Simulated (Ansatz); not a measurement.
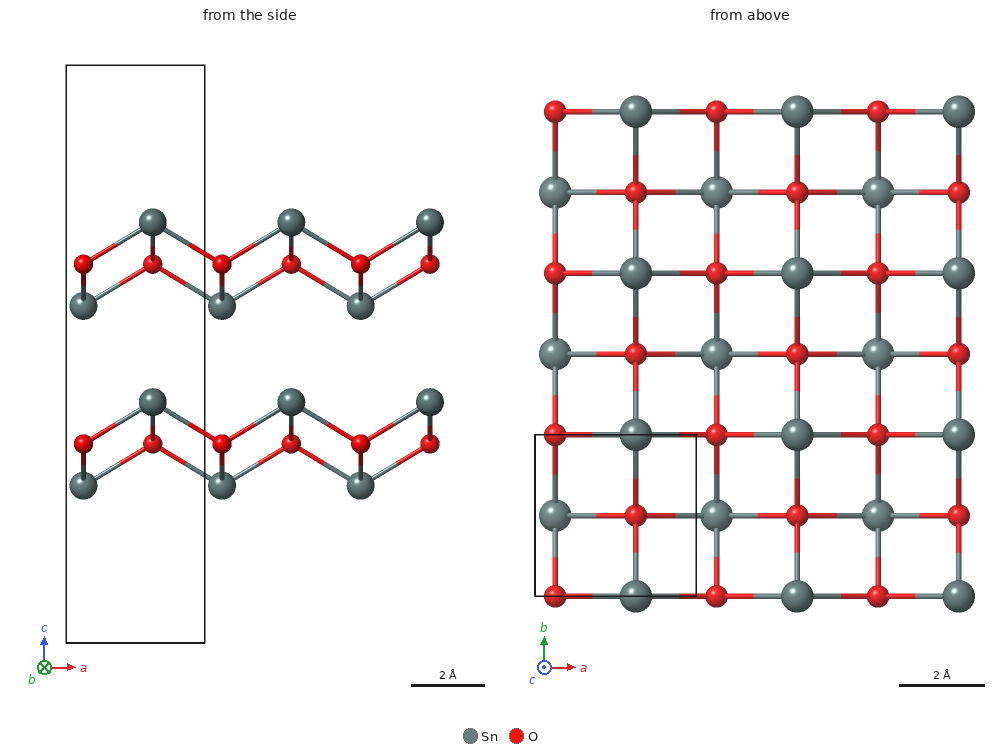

A ball-and-stick picture of a periodic slab, seen from the side and from above. The surface normal points up in side views; the box is the simulation cell. 3×3 cells are drawn in the plane, with atoms at the edges repeated.

The cell holds 4 Sn, 4 O.

Name the terminations.

Answer. The top face ends in Sn, the bottom face in Sn. The two faces are alike.

What is the thickness of the slab?

Answer. About 7 Å from the lowest to the highest atom, with about 9 Å of vacuum to the next image.

Name the atomic layers in order from the top face down.

Answer. Six planes: Sn / O / Sn / Sn / O / Sn.

What bonds hold it together?

Answer. Around each Sn lie four O at about 2.2 Å. Each O atom is coordinated by four Sn in a distorted tetrahedral arrangement at about 2.2 Å. The bonds build SnO layers parallel to the surface.

The initial geometry was a structure listed in the Materials Project. The cell was then strained or its atoms displaced on purpose. It was run through Ansatz as a DFT input.
